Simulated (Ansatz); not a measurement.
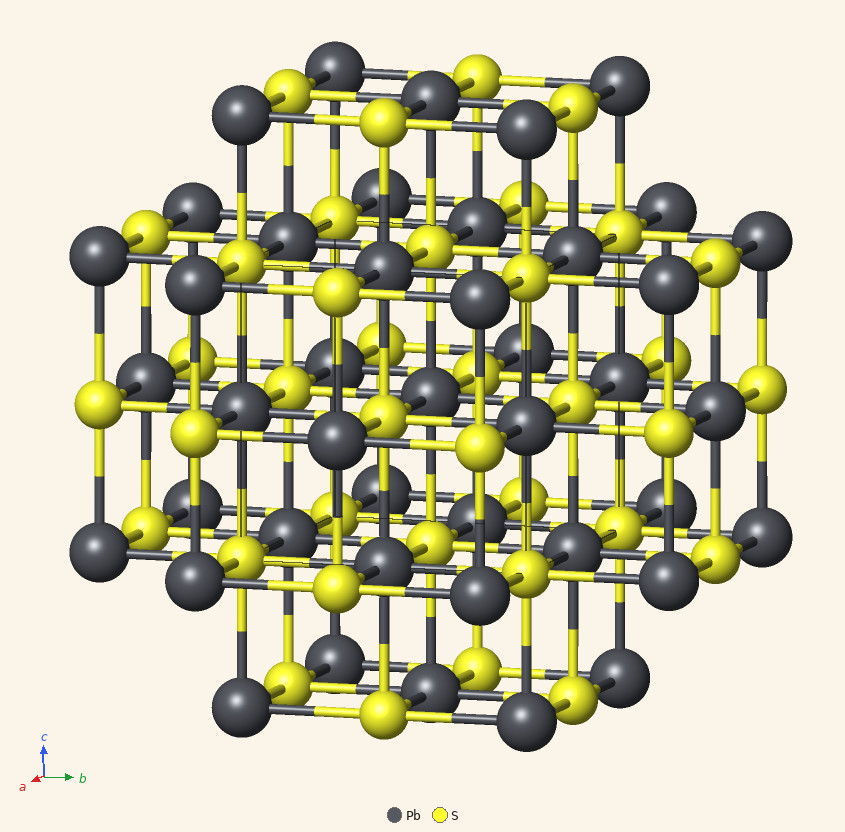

Ball-and-stick representation of a periodic structure, projected slightly off an axis. The frame is the drawn cell (a repeat of the simulation cell); atoms at its boundary are shown with their periodic copies. Atoms just outside the outline that bond to atoms inside are added.

PbS, a = 5.941 Å, b = 5.941 Å, c = 5.941 Å, α = 90.00°, β = 90.00°, γ = 90.00°. Strictly the space group is R3m (No. 160, within 0.01 Å). It is a distorted form of a face-centred cubic structure, space group Fm-3m (No. 225) within 0.25 Å: rock salt (NaCl type). The structure was taken from a structure listed in the Materials Project. Earlier steps of the study may have refined or changed the cell and positions. An electronic-structure calculation with Ansatz was run on it.

This one geometry was computed with Ansatz (DFT, plane waves, PAW) at six levels of theory: HSE06, r2SCAN, PBE with spin-orbit coupling, r2SCANh, LDA and LC-wPBE.

Which level gives the highest pressure at this volume, and what does that say about its equilibrium volume?

Answer. Highest: r2SCAN (1.0 GPa) and PBE with spin-orbit coupling (1.4 GPa), which points to the largest equilibrium volume. Lowest, with the smallest volume: LDA (-2.8 GPa). Levels within 0.5 GPa of each other can't be told apart.

How does the band gap change with the level of theory?

Answer. PBE with spin-orbit coupling: a gap of 0.07 eV, direct; LDA: a gap of 0.25 eV, direct; r2SCAN: a gap of 0.63 eV, direct; HSE06: a gap of 0.81 eV, direct; r2SCANh: a gap of 1.00 eV, direct; LC-wPBE: a gap of 4.68 eV, direct.

Collect the results in a table.

Answer.
| level | cutoff (eV) | k-mesh of the run's cell | gap (eV) | pressure (GPa) |
| --- | --- | --- | --- | --- |
| HSE06 | 420 | 6×6×6 | 0.81 | 0.8 |
| r2SCAN | 500 | 8×8×8 | 0.63 | 1.0 |
| PBE with spin-orbit coupling | 420 | 8×8×8 | 0.07 | 1.4 |
| r2SCANh | 500 | 6×6×6 | 1.00 | 0.8 |
| LDA | 420 | 8×8×8 | 0.25 | -2.8 |
| LC-wPBE | 420 | 6×6×6 | 4.68 | -0.1 |

Gaps are taken on the k-mesh or band path of each run.
